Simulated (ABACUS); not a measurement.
# Si: geometry relaxation (part 2 of 2)

Continued. System: Si (Fd-3m, 2 atoms in the cell). Method: Kohn-Sham DFT of a periodic cell, SCAN, SG15 ONCV 1.2 PBE, no spin polarisation (ABACUS 3.10.1); cutoff 938.79 eV, 5×5×5 k-mesh, fermi-dirac of 0.05 eV. The structure derives from a Materials Project entry.

Geometry of the input (Å; fractional positions):
```
0.0000  2.7219  2.7219
2.7219  0.0000  2.7219
2.7219  2.7219  0.0000
Si 0.5000  0.5000  0.5000
Si 0.7500  0.7500  0.7500
```

The program's output, continued
```
 Density error is 0.04150522025
                          Error Threshold = 0.000508089947972
----------------------------------------------------------
     Energy           Rydberg                 eV
----------------------------------------------------------
 E_KohnSham     -15.7612548059       -214.4428729894
 E_Harris       -15.4841773719       -210.6730411002
 E_Fermi        0.4600000247         6.2586214160
----------------------------------------------------------

 PW ALGORITHM --------------- ION=   1  ELEC=   2--------------------------------

 Density error is 0.010362962869
                          Error Threshold = 0.000518815253125
----------------------------------------------------------
     Energy           Rydberg                 eV
----------------------------------------------------------
 E_KohnSham     -15.7654584944       -214.5000671064
 E_Harris       -15.6885614590       -213.4538292662
 E_Fermi        0.4595582155         6.2526102935
----------------------------------------------------------

 PW ALGORITHM --------------- ION=   1  ELEC=   3--------------------------------

 Density error is 0.00149365016632
                          Error Threshold = 0.000129537035862
----------------------------------------------------------
     Energy           Rydberg                 eV
----------------------------------------------------------
 E_KohnSham     -15.7672347841       -214.5242347680
 E_Harris       -15.8057593446       -215.0483883038
 E_Fermi        0.4769006081         6.4885656503
----------------------------------------------------------

 PW ALGORITHM --------------- ION=   1  ELEC=   4--------------------------------

 Density error is 9.62860063504e-05
                          Error Threshold = 1.86706270791e-05
----------------------------------------------------------
     Energy           Rydberg                 eV
----------------------------------------------------------
 E_KohnSham     -15.7673132627       -214.5253025239
 E_Harris       -15.7780802213       -214.6717945105
 E_Fermi        0.4733406130         6.4401294314
----------------------------------------------------------

 PW ALGORITHM --------------- ION=   1  ELEC=   5--------------------------------

 Density error is 4.60909608841e-08
                          Error Threshold = 1.20357507938e-06
----------------------------------------------------------
     Energy           Rydberg                 eV
----------------------------------------------------------
 E_KohnSham     -15.7673489861       -214.5257885658
 E_Harris       -15.7674083032       -214.5265956156
 E_Fermi        0.4721740447         6.4242574552
----------------------------------------------------------

 PW ALGORITHM --------------- ION=   1  ELEC=   6--------------------------------

 Density error is 1.29967413014e-07
                          Error Threshold = 5.76137011051e-10
----------------------------------------------------------
     Energy           Rydberg                 eV
----------------------------------------------------------
 E_KohnSham     -15.7673496940       -214.5257981975
 E_Harris       -15.7677569814       -214.5313396260
 E_Fermi        0.4721969873         6.4245696060
----------------------------------------------------------

 PW ALGORITHM --------------- ION=   1  ELEC=   7--------------------------------

 Density error is 2.56131655438e-08
                          Error Threshold = 5.76137011051e-10
----------------------------------------------------------
     Energy           Rydberg                 eV
----------------------------------------------------------
 E_KohnSham     -15.7673497172       -214.5257985132
 E_Harris       -15.7675344331       -214.5283117014
 E_Fermi        0.4721624266         6.4240993830
----------------------------------------------------------

 PW ALGORITHM --------------- ION=   1  ELEC=   8--------------------------------

 Density error is 1.94655328426e-09
                          Error Threshold = 3.20164569297e-10
----------------------------------------------------------
     Energy           Rydberg                 eV
----------------------------------------------------------
 E_KohnSham     -15.7673497200       -214.5257985503
 E_KS(sigma->0) -15.7673491455       -214.5257907340
 E_Harris       -15.7673967707       -214.5264387080
 E_band         0.4711920899         6.4108972752
 E_one_elec     4.6702843381         63.5424782790
 E_Hartree      1.1350298193         15.4428729429
 E_xc           -4.8252788041        -65.6512861741
 E_Ewald        -16.7473839244       -227.8598479655
 E_entropy(-TS) -0.0000011490        -0.0000156327
 E_descf        0.0000000000         0.0000000000
 E_exx          0.0000000000         0.0000000000
 E_Fermi        0.4721470754         6.4238905199
----------------------------------------------------------

 charge density convergence is achieved
 final etot is -214.52579855 eV
 EFERMI = 6.4238905199 eV

 STATE ENERGY(eV) AND OCCUPATIONS    NSPIN == 1
 1/3 kpoint (Cartesian) = 0.0000 0.0000 0.0000 (2685 pws)
       1       -6.40839      0.0160000
       2        6.02603      0.0159944
       3        6.02603      0.0159944
       4        6.02603      0.0159944
       5        8.92469    3.03705e-24
       6        8.92469    3.03705e-24
       7        8.92469    3.03705e-24
       8        9.76700    1.46645e-31

 2/3 kpoint (Cartesian) = 0.036719 0.036719 0.036719 (2653 pws)
       1       -5.87085       0.128000
       2        2.94618       0.128000
       3        5.44293       0.128000
       4        5.44293       0.128000
       5        8.55635    3.84463e-20
       6        9.74802    1.71473e-30
       7        9.74802    1.71473e-30
       8        12.5286    1.20934e-54

 3/3 kpoint (Cartesian) = 0.073439 0.073439 0.073439 (2626 pws)
       1       -4.46080       0.128000
       2      -0.441824       0.128000
       3        4.87500       0.128000
       4        4.87500       0.128000
       5        7.92710    1.12326e-14
       6        9.80612    5.36435e-31
       7        9.80612    5.36435e-31
       8        14.4183    4.66103e-71

------------------------------------------------------------------------------------------
 TOTAL-FORCE (eV/Angstrom)
------------------------------------------------------------------------------------------
                       Si1         0.0000000000         0.0000000000         0.0000000000
                       Si2         0.0000000000         0.0000000000         0.0000000000
------------------------------------------------------------------------------------------

----------------------------------------------------------------
 TOTAL-STRESS (KBAR)
----------------------------------------------------------------
         1.5273370001         0.0000000000         0.0000000000
         0.0000000000         1.5273370001         0.0000000000
        -0.0000000000         0.0000000000         1.5273370001
----------------------------------------------------------------
 TOTAL-PRESSURE: 1.527337 KBAR

 --------------------------------------------
 !FINAL_ETOT_IS -214.5257985502862823 eV
 --------------------------------------------
```

File opt.log
```
      Step          Energy          fmax
FIRE:    0     -214.525688        0.039272
FIRE:    1     -214.525733        0.032191
FIRE:    2     -214.525799        0.019255
```

Standard output
```
ABACUS v3.10.1

               Atomic-orbital Based Ab-initio Computation at UStc

 dft_functional readin is: scan
 dft_functional in pseudopot file is: PBE
 Please make sure this is what you need
 UNIFORM GRID DIM        : 40 * 40 * 40
 UNIFORM GRID DIM(BIG)   : 40 * 40 * 40
 ---------------------------------------------------------
 Self-consistent calculations for electrons
 ---------------------------------------------------------
 SPIN    KPOINTS         PROCESSORS  THREADS
 1       10              4           4
 ---------------------------------------------------------
 Use plane wave basis
 ---------------------------------------------------------
 ELEMENT NATOM       XC
 Si      2
 ---------------------------------------------------------
 Initial plane wave basis and FFT box
 ---------------------------------------------------------
 -------------------------------------------
 SELF-CONSISTENT :
 -------------------------------------------
 START CHARGE      : atomic
 ITER       ETOT/eV          EDIFF/eV         DRHO         DKIN     TIME/s
 DA1     -2.14442873e+02   0.00000000e+00   4.1505e-02   9.4361e-02   0.70
 DA2     -2.14500067e+02  -5.71941169e-02   1.0363e-02   3.6250e-02   0.24
 DA3     -2.14524235e+02  -2.41676616e-02   1.4937e-03   1.3391e-02   0.27
 DA4     -2.14525303e+02  -1.06775588e-03   9.6286e-05   1.4956e-03   0.24
 DA5     -2.14525789e+02  -4.86041913e-04   4.6091e-08   3.7303e-04   0.28
 DA6     -2.14525798e+02  -9.63163965e-06   1.2997e-07   2.0997e-04   0.41
 DA7     -2.14525799e+02  -3.15686998e-07   2.5613e-08   6.1131e-05   0.32
 DA8     -2.14525799e+02  -3.71350875e-08   1.9466e-09   4.6776e-05   0.26
----------------------------------------------------------------
 TOTAL-STRESS (KBAR)
----------------------------------------------------------------
         1.5273370001         0.0000000000         0.0000000000
         0.0000000000         1.5273370001         0.0000000000
        -0.0000000000         0.0000000000         1.5273370001
----------------------------------------------------------------
 TOTAL-PRESSURE: 1.527337 KBAR
```

Trajectory as extended XYZ (Å, eV, eV/Å), 3 frames, from step=0 to step=2
```
2
Lattice="0.0000 2.7219 2.7219 2.7219 0.0000 2.7219 2.7219 2.7219 0.0000" Properties=species:S:1:pos:R:3:forces:R:3 step=0 energy=-214.52569 pressure_GPa=0.31
Si    2.7219    2.7219    2.7219    0.0000   0.0000   0.0000
Si    4.0828    4.0828    4.0828    0.0000   0.0000   0.0000
2
Lattice="0.0000 2.7224 2.7224 2.7224 0.0000 2.7224 2.7224 2.7224 0.0000" Properties=species:S:1:pos:R:3:forces:R:3 step=1 energy=-214.52573 pressure_GPa=0.26
Si    2.7224    2.7224    2.7224    0.0000   0.0000   0.0000
Si    4.0836    4.0836    4.0836    0.0000   0.0000   0.0000
2
Lattice="0.0000 2.7234 2.7234 2.7234 0.0000 2.7234 2.7234 2.7234 0.0000" Properties=species:S:1:pos:R:3:forces:R:3 step=2 energy=-214.52580 pressure_GPa=0.15
Si    2.7234    2.7234    2.7234    0.0000   0.0000   0.0000
Si    4.0850    4.0850    4.0850    0.0000   0.0000   0.0000
```

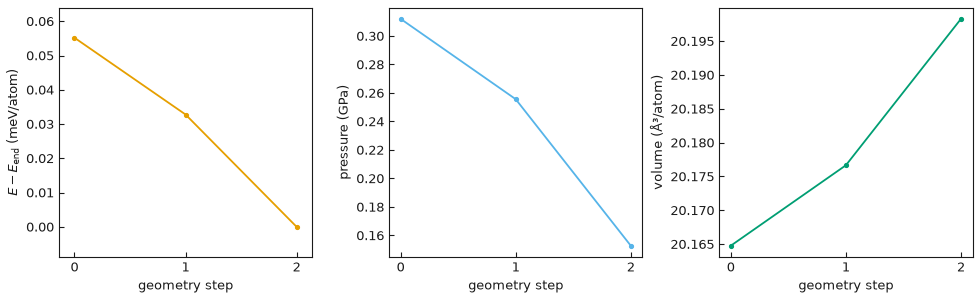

*Progress of the relaxation, step by step (steps are counted from 0).*

The atoms keep their places relative to the cell (all moves are under 0.005 Å). Cell: a = b = c 5.444 → 5.447 Å (+0.1 %). Volume +0.2 %. The space group stays Fd-3m (No. 227). The energy falls by 0.1 meV per atom in 2 geometry steps. All forces vanish by symmetry, so only the cell relaxes. Pressure: 0.31 GPa at the start and 0.15 GPa at the end.

Key numbers

| quantity | value |
| --- | --- |
| outcome | converged |
| space group (tolerance 0.01 Å) | Fd-3m (227) |
| electrons treated | 8 |
| free energy | −214.5258 eV |
| Fermi energy | 6.424 eV |
| gap on the k-point mesh | 0.83 eV |
| pressure | 0.15 GPa |
| final volume | 40.40 Å³ |
| largest force (length of the vector) at the end | under 0.001 eV/Å |
| final cell | a = 3.851 Å, b = 3.851 Å, c = 3.851 Å, α = 60.00°, β = 60.00°, γ = 60.00° |
| wall time | 9.7 s (CPU time 37 s) |
| peak memory | 0.36 GiB |
